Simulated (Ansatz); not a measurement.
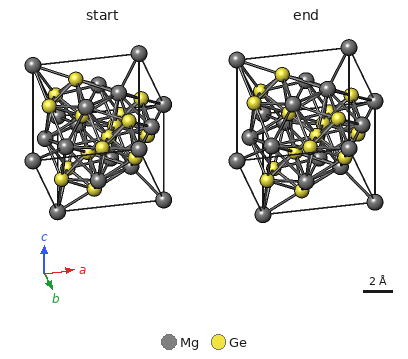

The structure of a crystal of MgGe$_{2}$ (a generated structure, set up in Fd-3m) (coarse preliminary run) before (left) and after (right) a relaxation, at one scale.

Style: ball-and-stick. Shown: the conventional cell (4 times the calculation's cell), from a free direction. Lengths and directions refer to the drawn axes.

Computed with Ansatz, DFT PBE, scalar-relativistic, plane waves, PAW. Set-up: plane-wave cutoff 420 eV; k-point mesh 4 × 4 × 4; occupations gaussian; smearing width 0.1 eV; no spin polarisation; cell and atoms relaxed; force threshold 0.04 eV/Å; at most 70 steps.

### Summarise the run.

Over 2 accepted moves (3 points after the start) the energy falls by 94.6 meV per atom. All forces vanish by symmetry, so only the cell relaxes. Pressure: 10.31 GPa at the start and 0.22 GPa at the end. At 1 point the geometry stayed and the basis and grid were re-selected for the new cell (energy shift of 1.0 meV per atom at most each time). No atom moves by more than 0.005 Å relative to the cell. The drawn cell changes as follows: a = b = c 7.568 → 7.994 Å (+5.6 %); the volume changes by +17.8 %. Among the contacts that change: Mg–Mg 3.277 → 3.461 Å, Ge–Mg 3.138 → 3.314 Å, Ge–Ge 2.676 → 2.826 Å. The space group stays Fd-3m (No. 227).
